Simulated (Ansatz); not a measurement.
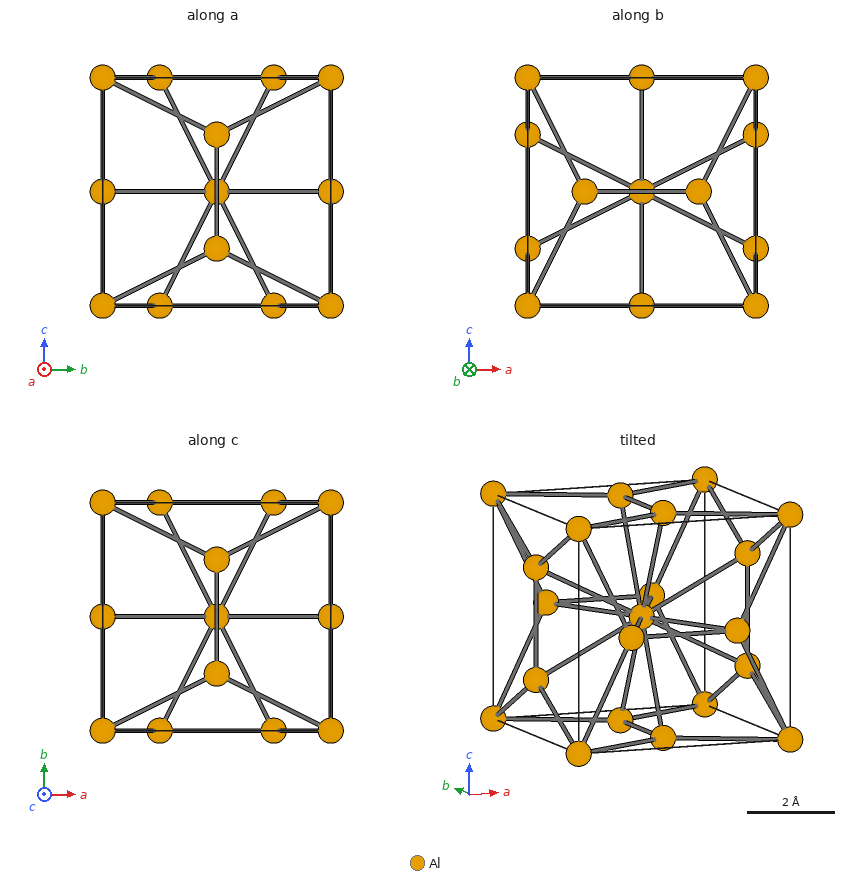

An orthographic ball-and-stick view of the structure, along the a axis, along the b axis, along the c axis and slightly off an axis. The wireframe shows the conventional unit cell.

Lattice parameters: a = 5.2458 Å, b = 5.2458 Å, c = 5.2458 Å, α = 90.000°, β = 90.000°, γ = 90.000°.

Give the structure in the form of a CIF in P1 with every atom of the cell.

```cif
data_structure
_symmetry_space_group_name_H-M 'P 1'
_symmetry_Int_Tables_number 1
_cell_length_a 5.2458
_cell_length_b 5.2458
_cell_length_c 5.2458
_cell_angle_alpha 90.000
_cell_angle_beta 90.000
_cell_angle_gamma 90.000
_cell_volume 144.36
loop_
_atom_site_label
_atom_site_type_symbol
_atom_site_fract_x
_atom_site_fract_y
_atom_site_fract_z
_atom_site_occupancy
Al1 Al 0.0000 0.0000 0.0000 1
Al2 Al 0.5000 0.5000 0.5000 1
Al3 Al 0.2500 0.0000 0.5000 1
Al4 Al 0.7500 0.0000 0.5000 1
Al5 Al 0.5000 0.2500 0.0000 1
Al6 Al 0.5000 0.7500 0.0000 1
Al7 Al 0.0000 0.5000 0.2500 1
Al8 Al 0.0000 0.5000 0.7500 1
```

Origin of the cell: a structure type filled with this element by a generator (whether the element takes this form wasn't checked). Earlier steps of the study may have refined or changed the cell and positions. It was run through Ansatz as a DFT input.
